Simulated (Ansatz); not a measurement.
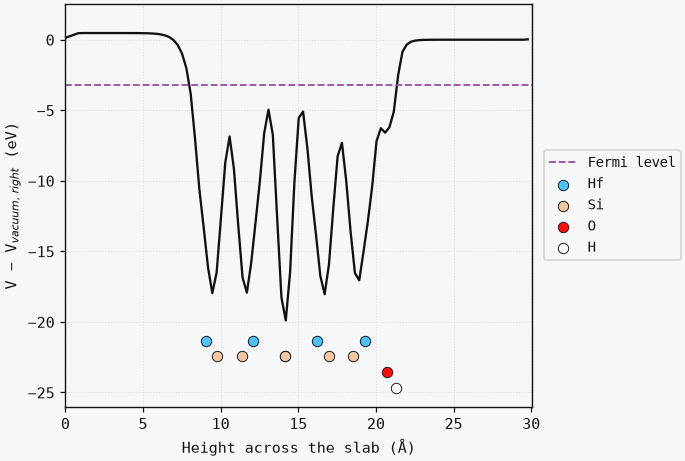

Plane-averaged electrostatic potential energy of an electron across the slab; circles at the bottom mark the heights of the atoms (positions after relaxation).

Structure: a (010) slab cut from HfSi2 (Cmcm), of composition Hf4Si6HO (not the bulk's), ended by Hf planes, 12 atoms in the cell.

Level of theory: DFT PBEsol, scalar-relativistic, plane waves, PAW, no spin polarisation, 8×8×1 k mesh, 420 eV cutoff, Gaussian smearing of 0.1 eV; code Ansatz 0.2.0.

**What is the work function?**

The work function is 3.24 eV at the right face and 3.71 eV at the left.

**How thick are slab and vacuum?**

The outermost atoms are 12.2 Å apart, which leaves 17.8 Å of vacuum in a cell 30.1 Å high.

**Do the two faces differ, and what does that say about the slab's dipole?**

The vacuum level is 0.47 eV higher at the left than at the right, so the slab carries a dipole along its normal; the ramp in the vacuum, at or near the edge of the plot, is the dipole correction that keeps each side flat. Some atoms were held fixed in the relaxation, which can itself make the faces differ.

The electron count is odd and the run has no spin polarisation, so a magnetic state may lie lower. Spin-orbit coupling is left out, which matters for Hf.
